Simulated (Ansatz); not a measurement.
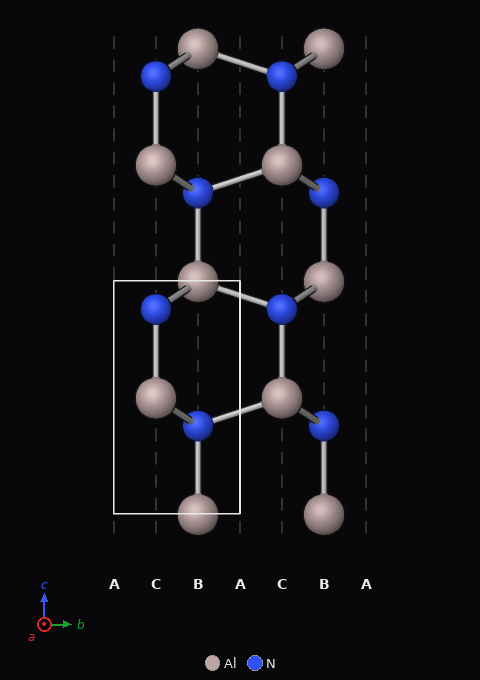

Projection along an edge of the hexagonal mesh, stacking direction c upwards. The dashed lines mark the three columns A (0, 0), B (1/3, 2/3) and C (2/3, 1/3). The sequence starts with the first layer at or above the cell's origin.

AlN (space group P6_3mc, No. 186). Coordinates: coordinates from a relaxation with DFT, HSE06, plane waves, PAW in Ansatz 0.2.0; the starting structure was generated, so it need not be a known form of this composition.

### Give the sequence of layers in one repeat, with element and column.

Al(B) – N(B) – Al(C) – N(C) (four layers in 4.97 Å).

### How are the N layers alone stacked?

N layers alone: BC, the hexagonal close-packed type.

### Which positions between or in the N layers do the other atoms fill?

Al: two tetrahedral sites, counted in one hexagonal cell.

### What short polytype symbol fits?

Polytype symbol 2H, the symbol of a tetrahedral polytype (number of double layers in the repeat and lattice).

Heights of the layers:

```tsv
layer	atoms (column)	height (Å)	to next (Å)
1	Al(B)	0.00	1.88
2	N(B)	1.88	0.59
3	Al(C)	2.47	1.90
4	N(C)	4.36	0.60
```
